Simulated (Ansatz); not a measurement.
Input

```
crystal:
  lattice:
    - [0.0, 2.5447179899, 2.5447179899]
    - [2.5447179899, 0.0, 2.5447179899]
    - [2.5447179899, 2.5447179899, 0.0]
  atoms:
    - { symbol: Zr, position: [0.0, 0.0, 0.0] }
    - { symbol: O, position: [0.25, 0.25, 0.25] }
    - { symbol: O, position: [0.75, 0.75, 0.75] }
basis:
  ecutwfc: 500
kpoints:
  mp_grid: { grid: [8, 8, 8] }
hamiltonian:
  xc: r2scan
scf:
  occupations: { method: gaussian, width: 0.05 }
output:
  forces: true
  stress: true
  eigenvalues: true
  write_density: true
  write_potential: true
  elf: true
  volumetric_format: npy
```

Launched as:

```sh
ansatz run input.yaml --threads 1 --pin off --max-ram 2560MiB --backend cpu --events-out ev --progress --plain --runs-dir out
```

Below, planes, directions and counts refer to the conventional cell (a = 5.09 Å, b = 5.09 Å, c = 5.09 Å, α = 90.00°, β = 90.00°, γ = 90.00°).

Space group Fm-3m.

The calculation used DFT r2SCAN, scalar-relativistic, plane waves, PAW in Ansatz 0.2.0.

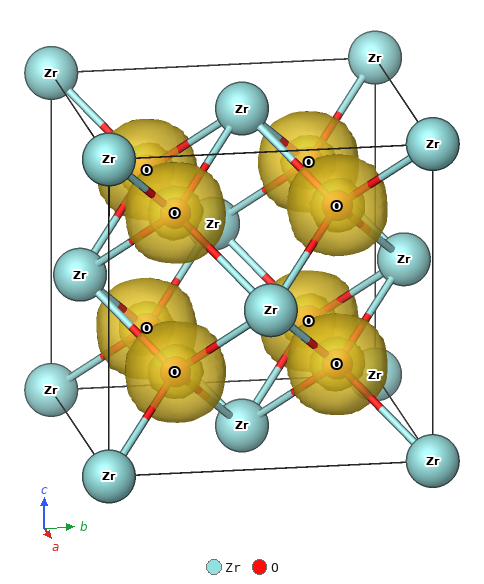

ZrO$_{2}$. Isosurface of the ELF at 0.75 (yellow), seen slightly off an axis. Only the valence region is drawn (cores and ρ < 0.01 e/Å³ removed). Sticks mark near contacts.

In a PAW calculation such maps are meaningful between the atoms, not at the nuclei.

> Identify the bonds, lone pairs and shells in this picture.

At this value the surface marks out eight regions wrapped around O (the valence shell of each), counted in one cell of 12 atoms. Any copies at cell faces, edges or corners count once. Along the contacts the grid gives the following. Zr–O (2.20 Å): the ELF peaks at about 0.85 in the valence shell of O, 0.6 Å from its nucleus, and drops to about 0.20 between the two atoms; no localised pair shows between them.

> Metal or insulator at this level of theory?

It is gapped, with a Kohn–Sham gap of 3.9 eV on the k-point mesh, an upper bound to the gap of this method.
